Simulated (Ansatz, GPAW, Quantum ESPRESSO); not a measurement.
# Simulated XPS, UPS and emission spectra of AlN, part 5 of 7

Aim: the valence spectrum of AlN from He I to hard X-rays, and which orbitals make each feature.

Ansatz 0.2.0, Quantum ESPRESSO 7.5 and GPAW 26.7.0; DFT, PBE, plane-wave PAW, default files, scalar-relativistic (the session's first sound run).

So far. Step 4 (With LDA): At this level the gap is 4.24 eV on the path. Step 5 (Quantum ESPRESSO: self-consistent run): At this level the gap is 4.20 eV on the k-mesh of the self-consistent run, which can miss the band edges.

The database entry behind the starting cell differs from later determinations by our own check (inner coordinate u about 0.002 short), so it need not match the best structure at ambient conditions.

### Step 7. Projected DOS and spectra

Level of this step: DFT, PBE, plane waves, ultrasoft GBRV pseudopotentials, scalar-relativistic (Quantum ESPRESSO).

projwfc.x splits the states by atom and shell, which the spectra need, since each shell has its own cross section.

The input, projwfc.in:

```
&projwfc
  prefix = 'pes'
  outdir = './tmp'
  filpdos = 'pes'
  ngauss = 0
  degauss = 0.00735
  DeltaE = 0.05
  Emin = -26.02
  Emax = 21.98
/
```

Run with:

```bash
$ OMP_NUM_THREADS=1 mpirun -n 2 projwfc.x -nk 2 -in projwfc.in > projwfc.out
```

The program printed:

```text
[banner, memory and clock lines left out]
Program PROJWFC v.7.5 starts

          URL

     ./tmp/pes.save/

     IMPORTANT: XC functional enforced from input :
     Exchange-correlation= PBE
                           (   1   4   3   4   0   0   0)
     Any further DFT definition will be discarded
     Please, verify this is what you really want

     G-vector sticks info

     Gaussian broadening (read from input): ngauss,degauss=   0    0.007350

     Calling projwave ....

  Problem Sizes
  natomwfc =           16
  nbnd     =           20
  nkstot   =          185
  npwx     =         1228
  nkb      =           34

     Atomic states used for projection
     (read from pseudopotential files):

     state #   1: atom   1 (Al ), wfc  1 (l=0 m= 1)
     state #   2: atom   1 (Al ), wfc  2 (l=1 m= 1)
     state #   3: atom   1 (Al ), wfc  2 (l=1 m= 2)
     state #   4: atom   1 (Al ), wfc  2 (l=1 m= 3)
     state #   5: atom   2 (Al ), wfc  1 (l=0 m= 1)
     state #   6: atom   2 (Al ), wfc  2 (l=1 m= 1)
     state #   7: atom   2 (Al ), wfc  2 (l=1 m= 2)
     state #   8: atom   2 (Al ), wfc  2 (l=1 m= 3)
     state #   9: atom   3 (N  ), wfc  1 (l=0 m= 1)
     state #  10: atom   3 (N  ), wfc  2 (l=1 m= 1)
     state #  11: atom   3 (N  ), wfc  2 (l=1 m= 2)
     state #  12: atom   3 (N  ), wfc  2 (l=1 m= 3)
     state #  13: atom   4 (N  ), wfc  1 (l=0 m= 1)
     state #  14: atom   4 (N  ), wfc  2 (l=1 m= 1)
     state #  15: atom   4 (N  ), wfc  2 (l=1 m= 2)
     state #  16: atom   4 (N  ), wfc  2 (l=1 m= 3)

 k =   0.0000000000  0.0000000000  0.0000000000
==== e(   1) =    -8.10334 eV ====
     psi = 0.256*[#   9]+0.256*[#  13]+0.242*[#   1]+0.242*[#   5]
    |psi|^2 = 0.996
==== e(   2) =    -5.92378 eV ====
     psi = 0.352*[#   9]+0.352*[#  13]+0.088*[#   2]+0.088*[#   6]+0.057*[#   1]
          +0.057*[#   5]+0.001*[#  10]+0.001*[#  14]
    |psi|^2 = 0.997
==== e(   3) =     1.07855 eV ====
     psi = 0.290*[#  10]+0.290*[#  14]+0.126*[#   2]+0.126*[#   6]+0.081*[#   1]
          +0.081*[#   5]
    |psi|^2 = 0.997
==== e(   4) =     6.26126 eV ====
     psi = 0.224*[#  11]+0.224*[#  12]+0.224*[#  15]+0.224*[#  16]+0.022*[#   3]
          +0.022*[#   4]+0.022*[#   7]+0.022*[#   8]
    |psi|^2 = 0.987
==== e(   5) =     6.26126 eV ====
     psi = 0.224*[#  11]+0.224*[#  12]+0.224*[#  15]+0.224*[#  16]+0.022*[#   3]
          +0.022*[#   4]+0.022*[#   7]+0.022*[#   8]
    |psi|^2 = 0.987
==== e(   6) =     6.93223 eV ====
     psi = 0.244*[#  11]+0.244*[#  12]+0.244*[#  15]+0.244*[#  16]
    |psi|^2 = 0.976
==== e(   7) =     6.93223 eV ====
     psi = 0.244*[#  11]+0.244*[#  12]+0.244*[#  15]+0.244*[#  16]
    |psi|^2 = 0.976
==== e(   8) =     7.10847 eV ====
     psi = 0.483*[#  10]+0.483*[#  14]+0.005*[#   2]+0.005*[#   6]
    |psi|^2 = 0.977
==== e(   9) =    11.31038 eV ====
     psi = 0.253*[#   1]+0.253*[#   5]+0.235*[#   9]+0.235*[#  13]
    |psi|^2 = 0.977
==== e(  10) =    13.71932 eV ====
     psi = 0.190*[#   1]+0.190*[#   5]+0.147*[#   2]+0.147*[#   6]+0.130*[#   9]
          +0.130*[#  13]+0.002*[#  10]+0.002*[#  14]
    |psi|^2 = 0.940
==== e(  11) =    17.69491 eV ====
     psi = 0.181*[#  10]+0.181*[#  14]+0.154*[#   1]+0.154*[#   5]+0.110*[#   2]
          +0.110*[#   6]
    |psi|^2 = 0.891
==== e(  12) =    18.20404 eV ====
     psi = 0.203*[#   3]+0.203*[#   4]+0.203*[#   7]+0.203*[#   8]
    |psi|^2 = 0.812
==== e(  13) =    18.20404 eV ====
     psi = 0.203*[#   3]+0.203*[#   4]+0.203*[#   7]+0.203*[#   8]
    |psi|^2 = 0.812
==== e(  14) =    20.13039 eV ====
     psi = 0.448*[#   2]+0.448*[#   6]+0.005*[#  10]+0.005*[#  14]
    |psi|^2 = 0.906
==== e(  15) =    20.16894 eV ====
     psi = 0.195*[#   3]+0.195*[#   4]+0.195*[#   7]+0.195*[#   8]+0.014*[#  11]
          +0.014*[#  12]+0.014*[#  15]+0.014*[#  16]
    |psi|^2 = 0.836
==== e(  16) =    20.16894 eV ====
     psi = 0.195*[#   3]+0.195*[#   4]+0.195*[#   7]+0.195*[#   8]+0.014*[#  11]
          +0.014*[#  12]+0.014*[#  15]+0.014*[#  16]
    |psi|^2 = 0.836
[...]
psi = 0.039*[#   3]+0.039*[#   4]+0.039*[#   7]+0.039*[#   8]
[...]
psi = 0.039*[#   3]+0.039*[#   4]+0.039*[#   7]+0.039*[#   8]
[...]
psi = 0.028*[#   2]+0.028*[#   6]+0.002*[#  10]+0.002*[#  14]+0.002*[#   9]
          +0.002*[#  13]+0.001*[#   1]+0.001*[#   5]
[...]
psi = 0.001*[#  11]+0.001*[#  12]+0.001*[#  15]+0.001*[#  16]
[...]
k =   0.0000000000  0.0000000000  0.0781218631
[...]
psi = 0.252*[#   9]+0.252*[#  13]+0.218*[#   1]+0.218*[#   5]+0.028*[#   2]
          +0.028*[#   6]
[...]
psi = 0.338*[#   9]+0.338*[#  13]+0.099*[#   2]+0.099*[#   6]+0.059*[#   1]
          +0.059*[#   5]+0.002*[#  10]+0.002*[#  14]
[...]
psi = 0.292*[#  10]+0.292*[#  14]+0.115*[#   2]+0.115*[#   6]+0.078*[#   1]
          +0.078*[#   5]+0.012*[#   9]+0.012*[#  13]
[...]
psi = 0.225*[#  11]+0.225*[#  12]+0.225*[#  15]+0.225*[#  16]+0.021*[#   3]
          +0.021*[#   4]+0.021*[#   7]+0.021*[#   8]
[...]
psi = 0.225*[#  11]+0.225*[#  12]+0.225*[#  15]+0.225*[#  16]+0.021*[#   3]
          +0.021*[#   4]+0.021*[#   7]+0.021*[#   8]
[...]
psi = 0.452*[#  10]+0.452*[#  14]+0.018*[#   9]+0.018*[#  13]+0.013*[#   1]
          +0.013*[#   5]+0.006*[#   2]+0.006*[#   6]
[...]
psi = 0.243*[#  11]+0.243*[#  12]+0.243*[#  15]+0.243*[#  16]
[...]
psi = 0.243*[#  11]+0.243*[#  12]+0.243*[#  15]+0.243*[#  16]
[...]
psi = 0.222*[#   9]+0.222*[#  13]+0.211*[#   1]+0.211*[#   5]+0.029*[#   2]
          +0.029*[#   6]+0.026*[#  10]+0.026*[#  14]
[...]
+0.132*[#  13]+0.005*[#  10]+0.005*[#  14]
[...]
+0.111*[#   6]+0.002*[#   9]+0.002*[#  13]
[...]
psi = 0.203*[#   3]+0.203*[#   4]+0.203*[#   7]+0.203*[#   8]
[...]
psi = 0.203*[#   3]+0.203*[#   4]+0.203*[#   7]+0.203*[#   8]
[...]
+0.010*[#  14]
[...]
+0.013*[#  12]+0.013*[#  15]+0.013*[#  16]
[...]
psi = 0.038*[#   3]+0.038*[#   4]+0.038*[#   7]+0.038*[#   8]
[...]
psi = 0.038*[#   3]+0.038*[#   4]+0.038*[#   7]+0.038*[#   8]
[...]
k =   0.0000000000  0.0000000000  0.1562437262
[...]
psi = 0.202*[#   3]+0.202*[#   4]+0.202*[#   7]+0.202*[#   8]
[...]
+0.056*[#   5]+0.002*[#   3]+0.002*[#   4]+0.002*[#   7]+0.002*[#   8]
          +0.002*[#  10]+0.002*[#  14]
[...]
+0.076*[#   5]+0.012*[#   9]+0.012*[#  13]+0.001*[#   3]+0.001*[#   4]
          +0.001*[#   7]+0.001*[#   8]
[...]
+0.021*[#   4]+0.021*[#   7]+0.021*[#   8]+0.006*[#   1]+0.006*[#   5]
[...]
+0.001*[#  14]
[...]
+0.001*[#   2]+0.001*[#   6]
[...]
+0.007*[#  16]
[...]
+0.004*[#  15]+0.004*[#  16]
[...]
+0.002*[#   9]+0.002*[#  13]
[...]
+0.001*[#  15]+0.001*[#  16]
[...]
+0.002*[#  13]
[...]
k =   0.0000000000  0.0641500299  0.1562437262
[...]
+0.003*[#  10]+0.003*[#  14]
[...]
+0.002*[#   7]+0.002*[#   8]
[...]
+0.001*[#   7]+0.001*[#   8]
[...]
+0.002*[#   8]
[...]
+0.002*[#  13]
[...]
+0.002*[#   7]+0.002*[#   8]+0.002*[#   1]+0.002*[#   5]
[...]
+0.005*[#  16]
[...]
+0.002*[#   8]
[...]
+0.001*[#  16]
[...]
+0.002*[#  15]+0.002*[#  16]+0.002*[#  10]+0.002*[#  14]
[...]
+0.001*[#  13]
[...]
+0.001*[#  15]+0.001*[#  16]+0.001*[#  10]+0.001*[#  14]
[...]
k =   0.0000000000  0.0641500299  0.2343655892
[...]
+0.004*[#  10]+0.004*[#  14]
[...]
+0.003*[#   7]+0.003*[#   8]
[...]
+0.001*[#   7]+0.001*[#   8]
[...]
+0.004*[#   1]+0.004*[#   5]+0.003*[#   2]+0.003*[#   6]
[...]
+0.002*[#  11]+0.002*[#  12]+0.002*[#  15]+0.002*[#  16]
[...]
+0.007*[#  11]+0.007*[#  12]+0.007*[#  15]+0.007*[#  16]
[...]
k =   0.0000000000  0.0641500299 -0.3124874523
[...]
+0.005*[#   1]+0.005*[#   5]+0.002*[#   2]+0.002*[#   6]
[...]
+0.005*[#   1]+0.005*[#   5]+0.002*[#   2]+0.002*[#   6]
[...]
+0.002*[#  11]+0.002*[#  12]+0.002*[#  15]+0.002*[#  16]
[...]
+0.002*[#  11]+0.002*[#  12]+0.002*[#  15]+0.002*[#  16]
[...]
+0.004*[#  11]+0.004*[#  12]+0.004*[#  15]+0.004*[#  16]
[...]
+0.004*[#  11]+0.004*[#  12]+0.004*[#  15]+0.004*[#  16]
[...]
k =   0.0000000000  0.1283000598  0.0000000000
[...]
+0.009*[#   9]+0.009*[#  13]+0.007*[#   2]+0.007*[#   6]
[...]
+0.025*[#  15]+0.025*[#  16]+0.002*[#   2]+0.002*[#   6]
[...]
k =   0.0000000000  0.1283000598  0.0781218631
[...]
k =   0.0000000000  0.1283000598  0.1562437262
[...]
k =   0.0000000000  0.1283000598  0.2343655892
[...]
k =   0.0000000000  0.1283000598 -0.3124874523
[...]
k =   0.0000000000  0.1924500897  0.0000000000
[...]
k =   0.0000000000  0.1924500897  0.0781218631
[...]
k =   0.0000000000  0.1924500897  0.1562437262
[...]
+0.001*[#  10]+0.001*[#  14]
[...]
k =   0.0000000000  0.1924500897  0.2343655892
[...]
+0.004*[#  10]+0.004*[#  14]
[...]
+0.002*[#  12]+0.002*[#  15]+0.002*[#  16]
[...]
+0.003*[#  12]+0.003*[#  15]+0.003*[#  16]
[...]
k =   0.0000000000  0.1924500897 -0.3124874523
[...]
+0.004*[#  10]+0.004*[#  14]
[...]
+0.004*[#  10]+0.004*[#  14]
[...]
+0.021*[#   4]+0.021*[#   7]+0.021*[#   8]
[...]
+0.021*[#   4]+0.021*[#   7]+0.021*[#   8]
[...]
+0.014*[#  12]+0.014*[#  15]+0.014*[#  16]
[...]
+0.014*[#  12]+0.014*[#  15]+0.014*[#  16]
[...]
+0.002*[#  12]+0.002*[#  15]+0.002*[#  16]
[...]
+0.002*[#  12]+0.002*[#  15]+0.002*[#  16]
[...]
k =   0.0000000000  0.2566001196  0.0000000000
[...]
+0.002*[#  15]+0.002*[#  16]
[...]
psi = 0.177*[#  11]+0.177*[#  12]+0.177*[#  15]+0.177*[#  16]+
[... cut ...]
[...]
+0.005*[#   9]+0.005*[#  13]
[...]
k =   0.2222222222  0.5773502692  0.2343655892
[...]
k =   0.2222222222  0.5773502692 -0.3124874523
[...]
+0.005*[#  16]
[...]
+0.001*[#  16]
[...]
+0.001*[#  16]
[...]
k =   0.2777777778  0.4811252243  0.0000000000
[...]
+0.013*[#   3]+0.013*[#   4]+0.013*[#   7]+0.013*[#   8]
[...]
+0.002*[#   9]+0.002*[#  13]+0.002*[#  10]+0.002*[#  14]
[...]
+0.009*[#   2]+0.009*[#   6]+0.001*[#   1]+0.001*[#   5]
[...]
+0.012*[#   9]+0.012*[#  13]+0.005*[#   1]+0.005*[#   5]
[...]
+0.018*[#  14]
[...]
+0.021*[#   3]+0.021*[#   4]+0.021*[#   7]+0.021*[#   8]
[...]
+0.005*[#   8]
[...]
+0.006*[#  13]
[...]
psi = 0.061*[#   3]+0.061*[#   4]+0.061*[#   7]+0.061*[#   8]+0.035*[#   9]
[...]
+0.005*[#  14]
    |psi|^2 = 0.452
==== e(  16) =    21.52440 eV ====
     psi = 0.106*[#   3]+0.106*[#   4]+0.106*[#   7]+0.106*[#   8]+0.059*[#   9]
          +0.059*[#  13]+0.032*[#   2]+0.032*[#   6]+0.008*[#  11]+0.008*[#  12]
          +0.008*[#  15]+0.008*[#  16]
    |psi|^2 = 0.640
==== e(  17) =    22.65855 eV ====
     psi = 0.118*[#   2]+0.118*[#   6]+0.101*[#   3]+0.101*[#   4]+0.101*[#   7]
          +0.101*[#   8]+0.050*[#   9]+0.050*[#  13]+0.034*[#   1]+0.034*[#   5]
          +0.014*[#  11]+0.014*[#  12]+0.014*[#  15]+0.014*[#  16]
    |psi|^2 = 0.866
==== e(  18) =    24.10785 eV ====
     psi = 0.054*[#   2]+0.054*[#   6]+0.005*[#   3]+0.005*[#   4]+0.005*[#   7]
          +0.005*[#   8]+0.004*[#  11]+0.004*[#  12]+0.004*[#  15]+0.004*[#  16]
          +0.003*[#  10]+0.003*[#  14]+0.002*[#   1]+0.002*[#   5]
    |psi|^2 = 0.159
==== e(  19) =    26.61035 eV ====
     psi = 0.043*[#   2]+0.043*[#   6]+0.005*[#  11]+0.005*[#  12]+0.005*[#  15]
          +0.005*[#  16]+0.004*[#   1]+0.004*[#   5]+0.004*[#  10]+0.004*[#  14]
          +0.002*[#   3]+0.002*[#   4]+0.002*[#   7]+0.002*[#   8]+0.001*[#   9]
          +0.001*[#  13]
    |psi|^2 = 0.132
==== e(  20) =    26.94639 eV ====
     psi = 0.006*[#   3]+0.006*[#   4]+0.006*[#   7]+0.006*[#   8]+0.004*[#  11]
          +0.004*[#  12]+0.004*[#  15]+0.004*[#  16]+0.002*[#   1]+0.002*[#   5]
          +0.001*[#   9]+0.001*[#  13]
    |psi|^2 = 0.050

 k =   0.2777777778  0.4811252243  0.0781218631
==== e(   1) =    -5.92358 eV ====
     psi = 0.326*[#   9]+0.326*[#  13]+0.062*[#   3]+0.062*[#   4]+0.062*[#   7]
          +0.062*[#   8]+0.033*[#   1]+0.033*[#   5]+0.011*[#   2]+0.011*[#   6]
          +0.002*[#  11]+0.002*[#  12]+0.002*[#  15]+0.002*[#  16]
    |psi|^2 = 0.997
==== e(   2) =    -5.38731 eV ====
     psi = 0.370*[#   9]+0.370*[#  13]+0.049*[#   3]+0.049*[#   4]+0.049*[#   7]
          +0.049*[#   8]+0.027*[#   2]+0.027*[#   6]+0.003*[#   1]+0.003*[#   5]

    |psi|^2 = 0.997
==== e(   3) =     2.32786 eV ====
     psi = 0
```

The job ended after 1.5 s (2 MPI ranks of Arm Neoverse V1, shared host; 3.4 s of CPU time).

Numbers from this step:

```yaml
gap_from_the_dos_mesh: 4.202 eV
share_of_occupied_states_in_no_projected_shell: 0.0071 of the occupied states in the window
```

This run's widths, added to any smearing of the DOS itself: Gaussian 0.3 eV, Lorentzian 0.05 eV plus 0.08 an eV of depth. Intensity against binding energy, zero at the valence-band maximum; values in % of the maximum within 13 eV:

| binding energy (eV) | 21.2 eV | 40.8 eV | 1486.7 eV | 8047.8 eV | 9251.7 eV |
| --- | --- | --- | --- | --- | --- |
| 0 | 10.5 | 10.5 | 1.97 | 1.07 | 1.05 |
| 2 | 55.1 | 55.8 | 16.5 | 13.4 | 13.4 |
| 4 | 28.1 | 29.6 | 21.9 | 25.2 | 25.6 |
| 6 | 6.38 | 6.75 | 5.68 | 6.91 | 7.06 |
| 8 | 0.649 | 0.915 | 2.22 | 2.32 | 2.33 |
| 10 | 0.267 | 0.941 | 5.04 | 5.09 | 5.10 |
| 12 | - | 5.81 | 41.5 | 41.2 | 41.1 |
| 14 | - | 7.28 | 53.2 | 55.2 | 55.4 |

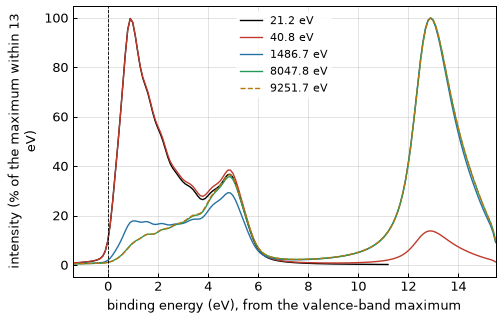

Intensity against binding energy.

Spectra as before, but with a recipe of its own (widths, and in some runs the light), which changes peak heights and what is resolved: Gaussian 0.3 eV, Lorentzian 0.05 eV plus 0.08 times the binding energy, unpolarised light, analyser at 90°, Fermi edge at 300 K; some photon energies differ too.

[end of part 5 of 7]

[Logs are printed without paths, hosts, clocks, repeated set-up lines and the standing remarks that a program may print on its own settings, such as how far it seeks lower states.]

[Hosts, paths, dates, database ids (printed as entryN), source tags and the programs' standing remarks are cut or masked in the printed files.]

[Maps of the electrostatic potential energy from Ansatz leave out the sawtooth potential of an applied field or a dipole correction, so their vacuum need not be flat; work functions include it.]

[Peak lists hold at most the 14 tallest peaks of each spectrum; further lines can be left out.]
